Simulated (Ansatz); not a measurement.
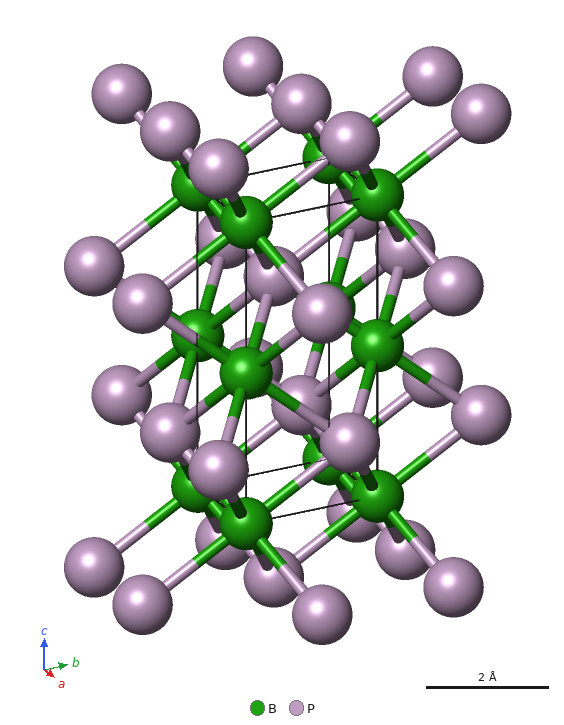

View slightly off an axis, drawn as a ball-and-stick model. Atoms at the boundary of the conventional unit cell (the box) are drawn once for each face, edge or corner they touch. Every bond is drawn to its end, so some atoms lie outside the box. Cell: a = 3.07 Å, b = 3.07 Å, c = 5.08 Å, α = 90.00°, β = 90.00°, γ = 120.00°.

The cell started as a structure type filled with these elements by a generator (whether the compound takes this form wasn't checked). Earlier steps of the study may have refined or changed the cell and positions. It was run through Ansatz as a DFT input.

Summary of the structure:

Answer. The structure is one of BP. It is primitive hexagonal, space group P6_3/mmc (No. 194). Its structure type: anti-NiAs type. Cell content 2 B, 2 P; Z = 2. Taking the drawn bonds, one finds coordination numbers of B 6 and P 6.

The calculation used DFT PBE, scalar-relativistic, plane waves, PAW in Ansatz, with a basis cut at 420 eV, Brillouin-zone sampling on an 18×18×10 mesh, Gaussian smearing of 0.1 eV, no spin polarisation.

Does it come out as a metal, or with a gap?

Answer. A metal: bands cross the Fermi level.

What charge does Bader's analysis assign to each element?

Answer. B +0.14 e; P -0.14 e.

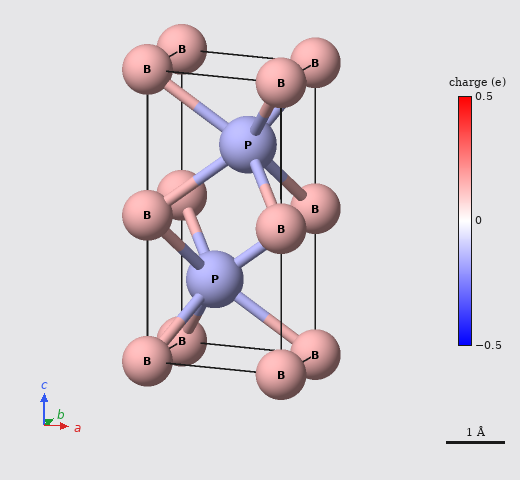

The atoms coloured by those charges. The run's cell of 4 atoms is drawn.

Is the structure in equilibrium?

Answer. Yes. All forces vanish to within 0.01 eV/Å. The pressure is 0.0 GPa, close to zero.
